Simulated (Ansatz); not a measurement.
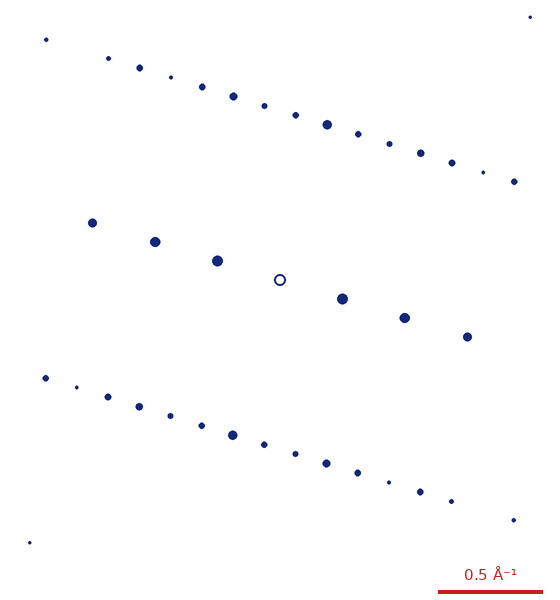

Simulated selected-area electron diffraction pattern (200 kV, kinematic approximation, thin crystal, B = 0.8 Å² for all atoms).

Phase: Ge, space group Cmce (No. 64), a = 3.62 Å, b = 7.23 Å, c = 6.36 Å. Structure: the geometry relaxed with DFT r2SCAN, scalar-relativistic, plane waves, PAW (Ansatz); the starting structure was generated, so it need not be a known form of this composition.

```
Ge
1.0
     3.62287    0.00000    0.00000
     0.00000    7.23376    0.00000
     0.00000    0.00000    6.35607
Ge
8
Direct
  0.50000 0.34800 0.90658
  0.00000 0.34800 0.59342
  0.00000 0.15200 0.09342
  0.50000 0.15200 0.40658
  0.00000 0.84800 0.90658
  0.50000 0.84800 0.59342
  0.50000 0.65200 0.09342
  0.00000 0.65200 0.40658
```

Question: Measure the pattern against the scale bar and name the zone.

Answer: The spots form a rectangular net whose two shortest vectors correspond to d = 6.36 Å and 1.28 Å, 90.0° apart. They index as 0 0 1 (itself extinct) and 2 -4 0, so the zone axis is [210] (or an equivalent direction of <210>).

Question: Which reflections of this zone are missing, and why?

Answer: The lattice centring (C) removes all reflections that break h + k = 2n; a screw axis and a glide plane both extinguish reflections such as 0 0 1, 0 0 3, 0 0 5. In a thicker crystal double diffraction can put intensity into those places emptied by glide planes or screw axes that lie on the net of the visible spots, but never into those emptied by centring.
